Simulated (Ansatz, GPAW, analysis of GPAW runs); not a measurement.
## Hyperfine coupling of Mn2+ on a Ca site in CaO (PBE) (GPAW)

Subject: Mn2+ on a Ca site in CaO. Wanted: its hyperfine coupling, in one set-up (PBE, plane waves 500 eV, 32-site cell, PBE lattice, k: 2x2x2 shifted, SCF cut short, start relaxed with Ansatz). The model is a cell of 32 host atoms with 1 Ca taken out and 1 Mn put in. The isotropic coupling follows from the spin density at the nucleus, the nuclear g-factor and the total spin.

What was measured. 55Mn, isotropic, printed as −80.8 10^-4 cm^-1: -242.2 MHz at 300 K, by EPR (room temperature) (quoted in “Parallel-mode EPR spectra of the hexaaqua manganese(II) Ion in tetrahedral symmetry”, 2024, Margrete Juel Henrichsen, Jesper Bendix, Høgni Weihe, quoting earlier work (1979)).

Main program and level: GPAW 26.7.0; GPAW plane-wave PAW DFT, PBE; relaxation of all atoms of a defect supercell.

### 1. Starting point

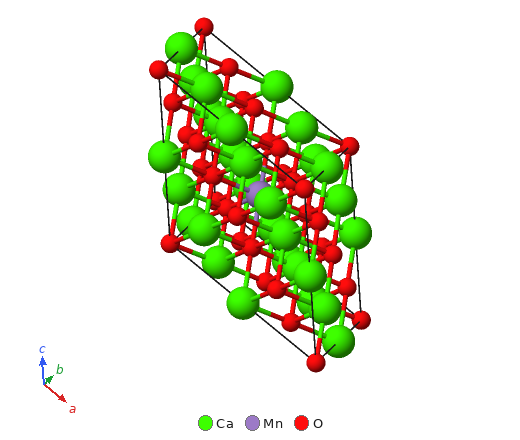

The starting structure, seen slightly off an axis (calcium green, manganese light purple, oxygen red). Some periodic images of atoms are drawn too.

The cell holds 32 atoms: 15 Ca, 1 Mn and 16 O. Cell: a = 8.342 Å, b = 8.342 Å, c = 8.342 Å, α = 109.5°, β = 109.5°, γ = 109.5°. It derives from CaO (space group Fm-3m). Nearest the centre at fractional (0.250, 0.500, 0.250): Mn7 at 0.00 Å, O18 at 2.36 Å, O28 at 2.36 Å, O22 at 2.36 Å, O24 at 2.36 Å, O27 at 2.36 Å, O19 at 2.36 Å, Ca1 at 3.38 Å.

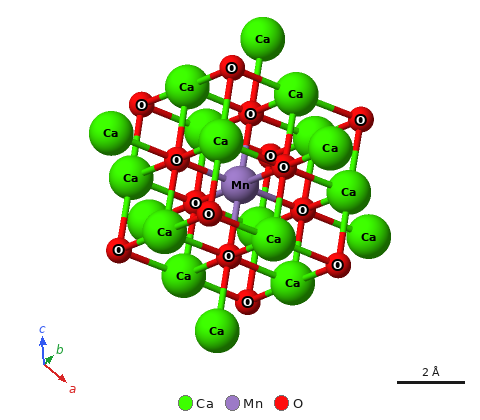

The atoms within 5 Å of the centre.

The host's primitive cell comes from a first run (GPAW plane-wave PAW DFT, PBE; relaxation of cell and atoms of a defect-free cell): vectors of 3.406, 3.406 and 3.406 Å. That is 13.97 Å³ an atom. The supercell is built on it.

This program's steps are dear, so the start below was first relaxed with Ansatz (plane-wave PAW DFT, PBE; 28 s).

### 2. Relaxation, charge 0

Every later number rests on the structure around the defect, so the atoms are relaxed at the host's lattice first.

Contents of run.py:

```python
import numpy as np
from ase.io import read, write
from ase.parallel import parprint, world
from gpaw import GPAW, PW
from ase.optimize import BFGS

atoms = read('POSCAR')
magmoms = np.zeros(len(atoms))
magmoms[[6]] = 5 / 1
atoms.set_initial_magnetic_moments(magmoms)
calc = GPAW(mode=PW(500),
            xc='PBE',
            kpts={'size': (2, 2, 2), 'gamma': False},
            occupations={'name': 'fermi-dirac', 'width': 0.01, 'fixmagmom': True},
            nbands=141,
            convergence={'density': 1e-05, 'forces': 0.001},
            maxiter=4,
            symmetry={'point_group': False},
            txt='gpaw.txt')
atoms.calc = calc
opt = BFGS(atoms, trajectory='relax.traj', logfile='-')
done = opt.run(fmax=0.02, steps=80)
parprint('Converged:', done)
energy = atoms.get_potential_energy()
forces = atoms.get_forces()
parprint(f'Energy: {energy:.6f} eV, largest force {np.linalg.norm(forces, axis=1).max():.4f} eV/A')
calc.write('gs.gpw')
write('final.xyz', atoms)
parprint('Moments:', atoms.get_magnetic_moments().round(3))
for s in range(calc.get_number_of_spins()):
    parprint('Levels (eV), spin', s, calc.get_eigenvalues(kpt=0, spin=s)[-16:].round(3))
```

Contents of POSCAR:

```
Ca Mn Ca O 
 1.0000000000000000
    -4.8162719397359943    4.8162719397359997    4.8162719397359908
     4.8162719397359890   -4.8162719397360014    4.8162719397359908
     4.8162719397359979    4.8162719397360014   -4.8162719397359908
 Ca  Mn  Ca  O  
   6   1   9  16
Direct
  0.0017395721093334  0.0034791442186668  0.0017395721093334
  0.0017395721093334  0.2517395721093335  0.7534791442186669
  0.0017395721093334  0.5000000000000002  0.4982604278906667
  0.0017395721093333  0.7482604278906666  0.2500000000000002
  0.2500000000000001  0.0000000000000000  0.7500000000000000
  0.2500000000000000  0.2517395721093335  0.4982604278906666
  0.2500000000000000  0.5000000000000000  0.2500000000000000
  0.2500000000000001  0.7482604278906666  0.0017395721093334
  0.4982604278906666 -0.0034791442186668  0.4982604278906665
  0.4982604278906666  0.2517395721093334  0.2500000000000000
  0.4982604278906665  0.5000000000000000  0.0017395721093334
  0.4982604278906667  0.7482604278906666  0.7465208557813332
  0.7499999999999999  0.0000000000000000  0.2499999999999999
  0.7534791442186667  0.2517395721093334  0.0017395721093334
  0.7500000000000000  0.5000000000000001  0.7500000000000000
  0.7465208557813332  0.7482604278906667  0.4982604278906666
  0.0000000000000000  0.0000000000000000  0.5000000000000000
  0.0050619123196188  0.2550619123196188  0.2500000000000000
  0.0050619123196188  0.5000000000000000  0.0050619123196188
  0.0000000000000001  0.7500000000000001  0.7500000000000000
  0.2500000000000000  0.0000000000000000  0.2500000000000000
  0.2500000000000000  0.2550619123196188  0.0050619123196188
  0.2500000000000001  0.5000000000000001  0.7500000000000000
  0.2499999999999999  0.7449380876803813  0.4949380876803813
  0.5000000000000000  0.0000000000000000  0.0000000000000000
  0.5000000000000001  0.2500000000000001  0.7500000000000000
  0.4949380876803813  0.5000000000000001  0.4949380876803812
  0.4949380876803813  0.7449380876803813  0.2499999999999999
  0.7500000000000000  0.0000000000000001  0.7500000000000000
  0.7500000000000000  0.2500000000000000  0.4999999999999999
  0.7500000000000000  0.5000000000000000  0.2500000000000000
  0.7500000000000000  0.7500000000000000 -0.0000000000000000
```

On the command line:

```console
$ OMP_NUM_THREADS=1 mpirun -n 4 gpaw python run.py > stdout
```

Output:

```text
__  _  _
 | _ |_)|_||  |
 |__||  | ||/\| - 26.7.0

Input parameters:
  mode=PW(ecut=500.0),
  convergence={'density': 1e-05, 'forces': 0.001},
  kpts=MonkhorstPack(size=(2, 2, 2), gamma=False),
  maxiter=4,
  nbands=141,
  occupations=Occupations(name='fermi-dirac', width=0.01, fixmagmom=True),
  symmetry=Symmetry(point_group=False),
  xc=XC(name='PBE')

Diagonalizing LCAO Hamiltonian
Converting LCAO to pw mode

              O
          Ca
                O    Ca
           Ca Ca O  O  Ca
                   Ca
          O     CaO  O     Ca
              O  Ca Mn O  O
                   O Ca Ca
                O          O
              Ca    O  Ca Ca    O

                     O     Ca

Atoms  # Å, Bohr magnetons
|    | symbol |         x |         y |         z |    initial magnetic moments |
|----|--------|-----------|-----------|-----------|-----------------------------|
|  0 |     Ca |  0.016757 | -0.000000 |  0.016757 | ( 0.0000,  0.0000,  0.0000) |
|  1 |     Ca |  4.833028 |  2.424892 | -2.408136 | ( 0.0000,  0.0000,  0.0000) |
|  2 |     Ca |  4.799515 | -0.000000 |  0.016757 | ( 0.0000,  0.0000,  0.0000) |
[...]
|  6 |     Mn |  2.408136 | -0.000000 |  2.408136 | ( 0.0000,  0.0000,  5.0000) |
[...]
| 14 |     Ca |  2.408136 |  4.816272 |  2.408136 | ( 0.0000,  0.0000,  0.0000) |
| 15 |     Ca |  2.408136 |  2.391379 |  4.799515 | ( 0.0000,  0.0000,  0.0000) |
| 16 |      O |  2.408136 |  2.408136 | -2.408136 | ( 0.0000,  0.0000,  0.0000) |
| 17 |      O |  2.408136 |  0.000000 |  0.048759 | ( 0.0000,  0.0000,  0.0000) |
| 18 |      O |  2.408136 | -2.359377 |  2.408136 | ( 0.0000,  0.0000,  0.0000) |
[...]
| 30 |      O | -0.000000 |  2.408136 |  4.816272 | ( 0.0000,  0.0000,  0.0000) |
| 31 |      O | -0.000000 | -0.000000 |  7.224408 | ( 0.0000,  0.0000,  0.0000) |

Unit cell  # Å
| periodic |         x |         y |         z |  lengths |     angles |
|----------|-----------|-----------|-----------|----------|------------|
|      yes | -4.816272 |  4.816272 |  4.816272 | 8.342028 | 109.471221 |
|      yes |  4.816272 | -4.816272 |  4.816272 | 8.342028 | 109.471221 |
|      yes |  4.816272 |  4.816272 | -4.816272 | 8.342028 | 109.471221 |

Number of symmetries: 1
Symmetry operations  # r_c * U_cc + t_c -> r_c
|   | kind |            matrix            |
|---|------|------------------------------|
| 0 |  E   |  1, 0, 0,  0, 1, 0,  0, 0, 1 |

BZ-sampling:
  Number of BZ points: 8
  Number of IBZ points: 4

  Monkhorst-Pack size: [2, 2, 2]
  Monkhorst-Pack shift: [0, 0, 0]

K-points  # in reciprocal-cell coordinates
|   |                                coordinates |     weight |
|---|--------------------------------------------|------------|
| 0 | (  0.25000000,  -0.25000000,  -0.25000000) | 0.25000000 |
| 1 | (  0.25000000,  -0.25000000,   0.25000000) | 0.25000000 |
[...]
Datatype:        complex128

Density:
  Valence electrons: 261.0
  Components: 2
  Grid points: [45 45 45]
  Charge: 0.0  # |e|

Potential:
  Grid points: [45 45 45]

species:
  Ca:
    name:    Calcium
    Z:       20.0
    valence: 10
    core:    10
    charge:  0.0  # [|e|]
    compensation charges:
      type: gauss
      rc: 0.37  # [Å]
      lmax: 2
    cutoffs:
      filter: 2.10  # [Å]
      core: 1.17  # [Å]
    projectors
    | kind |    occ | energy [eV] | rcut [Å] |
    |------|--------|-------------|----------|
    |   3s |  2.000 |     -47.086 |    1.175 |
    |   4s |  2.000 |      -3.766 |    1.175 |
    |   3p |  6.000 |     -28.008 |    1.154 |
    |    p |        |      -0.797 |    1.154 |
    |    d |        |       0.000 |    0.937 |

    Using partial waves for Ca as LCAO basis

  Mn:
    name:    Manganese
    Z:       25.0
    valence: 15
    core:    10
    charge:  0.0  # [|e|]
    compensation charges:
      type: gauss
      rc: 0.38  # [Å]
      lmax: 2
    cutoffs:
      filter: 2.14  # [Å]
      core: 0.86  # [Å]
    projectors
    | kind |    occ | energy [eV] | rcut [Å] |
    |------|--------|-------------|----------|
    |   3s |  2.000 |     -85.859 |    1.275 |
    |   4s |  2.000 |      -5.106 |    1.275 |
    |   3p |  6.000 |     -54.597 |    1.281 |
    |   4p |  0.000 |      -1.371 |    1.281 |
    |   3d |  5.000 |      -6.771 |    1.138 |
    |    d |        |      20.441 |    1.138 |

    Using partial waves for Mn as LCAO basis

  O:
    name:    Oxygen
    Z:       8.0
    valence: 6
    core:    2
    charge:  0.0  # [|e|]
    compensation charges:
      type: gauss
      rc: 0.21  # [Å]
      lmax: 2
    cutoffs:
      filter: 1.17  # [Å]
      core: 0.83  # [Å]
    projectors
    | kind |    occ | energy [eV] | rcut [Å] |
    |------|--------|-------------|----------|
    |   2s |  2.000 |     -23.961 |    0.688 |
    |   2p |  4.000 |      -9.029 |    0.598 |
    |    s |        |       3.251 |    0.688 |
    |    p |        |      18.182 |    0.598 |
    |    d |        |       0.000 |    0.619 |

    Using partial waves for O as LCAO basis

Reference energy: -341830.763373  # eV

eigensolver:
  PPCG
  Converge bands: occupied
  niter=2

density mixing:
  MSR1-Mixer
  Pratt-step length: 0.05
  Maximum mixing coefficient: 0.75
  Old densities: 10
  SVD Regularization: 0.005
  Good broyden scale: 1.0
  Trust region scale: 1.0
  Backstep threshold: 4.0
  History deletion threshold: 6.0
  Fourier metric: weight=20.0, sigma=0.015

occupation numbers:
  Fixed magnetic moment: 5.000
  Fermi-Dirac:
    width: 0.0100  # eV

poisson solver:
  ecut: 4000.0  # eV

xc functional:
  name: PBE with 2 nearest neighbor stencil

Initialization done in: 9.623 s

convergence criteria:
- Maximum integral of absolute [dens]ity change: 1e-05 electrons / valence electron
- Maximum change in the atomic [forces] across last 2 cycles: 0.001 eV/Ang OR
Maximum error relative to the maximum force is below inf
- Maximum [total energy] change in last 3 cyles: 0.0005 eV / valence electron
- Maximum integral of absolute [eigenst]ate change: 4e-08 eV^2 / valence electron
maximum number of iterations: 4

SCF iterations
|iter     | |      energy | eigst |  dens |force |  magmom |
|---------|-|-------------|-------|-------|------|---------|
|iter:   1| | -223.218940 | +0.49 |       |      |  +5.0188|
|iter:   2| | -218.427356 | -0.64 | -0.95 |      |  +5.0178|
|iter:   3| | -206.092175 | +0.01 | -1.02 |      |  +5.0097|
|iter:   4| | -206.741384 | -1.04 | -1.41 |      |  +5.0060|
```

Wall time 66 s (4 MPI ranks of Arm Neoverse V1, shared host); peak memory 2.3 GiB.

No converged result was reached; the numbers in the log don't describe the system.

### 3. Outcome

The hyperfine coupling was not obtained, because the step “relaxation, charge 0” did not converge; the cause lies in the set-up: too few SCF iterations.

[Logs are printed without paths, hosts, clocks, repeated set-up lines and the standing remarks that a program may print on its own settings, such as how far it seeks lower states.]

[Hosts, paths, dates, database ids (printed as entryN), source tags and the programs' standing remarks are cut or masked in the printed files.]

[For some hosts the program warned that the k-mesh of the response run may be too coarse for force constants and the static dielectric constant; such warnings are not shown here.]
